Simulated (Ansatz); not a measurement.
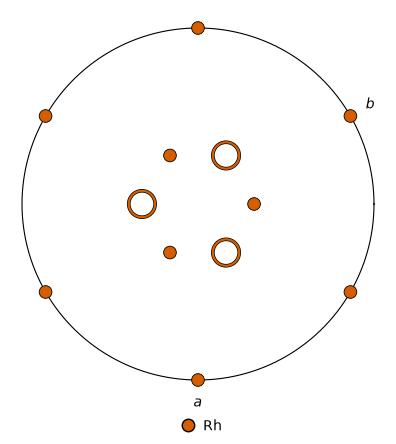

Directions from one rhodium atom at (1/3, 2/3, 0.863) to its bonded neighbours, in stereographic projection down c (filled: above the plane of the page or in it, open: below). Crystal: Rh, the end point of a relaxation with DFT PBE, scalar-relativistic, plane waves, PAW (Ansatz); the starting structure was generated, so it need not be a known form of this composition. The drawing is computed from the coordinates (standard cell, symmetry found to 0.002 Å).

Neighbours are counted up to 3.03 Å for Rh.

```
CELL_PARAMETERS angstrom
2.70919 0.00000 0.00000
-1.35460 2.34623 0.00000
0.00000 0.00000 24.32162
ATOMIC_POSITIONS crystal
Rh 0.66667 0.33333 0.68181
Rh 0.00000 0.00000 0.77278
Rh 0.33333 0.66667 0.86349
Rh 0.66667 0.33333 0.95422
Rh 0.33333 0.66667 0.04578
Rh 0.66667 0.33333 0.13651
Rh 0.00000 0.00000 0.22722
Rh 0.33333 0.66667 0.31819
Rh 0.66667 0.33333 0.40909
Rh 0.00000 0.00000 0.50000
Rh 0.33333 0.66667 0.59091
```

How many neighbours are there, and at what angles?

Answer. 12: 6 Rh at 2.70 Å, 6 Rh at 2.71 Å. Angles between bonds: 60° (24×), 90° (12×), 120° (24×), 180° (6×).

What is the site's symmetry in the crystal?

Answer. Point group 3m (C3v), order 6: one threefold axis, three mirror planes. In No. 164, P-3m1 this is Wyckoff position 2d.
